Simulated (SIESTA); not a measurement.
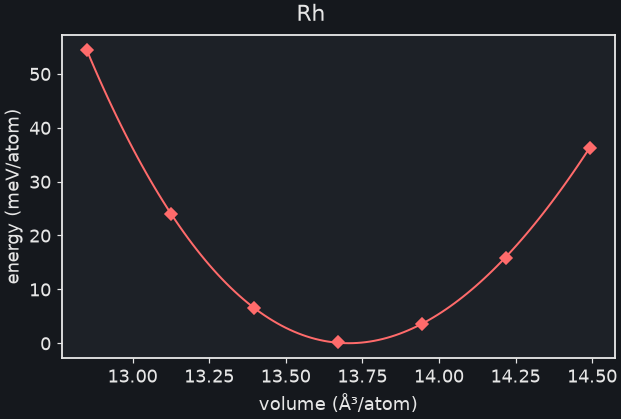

Plotted: energy against volume for Rh, space group Fm-3m (No. 225).

Structure:
```
CELL_PARAMETERS angstrom
0.00000 1.89785 1.89785
1.89785 0.00000 1.89785
1.89785 1.89785 0.00000
ATOMIC_POSITIONS crystal
Rh 0.00000 0.00000 0.00000
```

Computed with SIESTA 5.4.2: DFT in numerical atomic orbitals with pseudopotentials, no spin polarisation; energies at scaled volumes of the given cell, shape and fractions fixed, counted from the fit's minimum, third-order Birch-Murnaghan fit. Level: PBEsol.

k mesh 12×12×12; occupations Fermi–Dirac; smearing width 0.05 eV; potentials PseudoDojo 0.4 standard, converted to PSML, two zetas on semicore shells; program settings basis DZP, mesh cutoff 800 Ry.

From this curve and the settings, what does the calculation give for the pressure at the same points?

The pressure falls from 21.86 GPa at volume 12.85 Å³/atom to −14.00 GPa at 14.49 Å³/atom, and changes sign near 13.71 Å³/atom.

```tsv
volume (Å³/atom)	pressure (GPa)
12.85	21.86
13.12	13.87
13.40	6.80
13.67	0.76
13.94	-4.50
14.22	-9.79
14.49	-14.00
```

Caveats: mulliken charges of long orbitals.
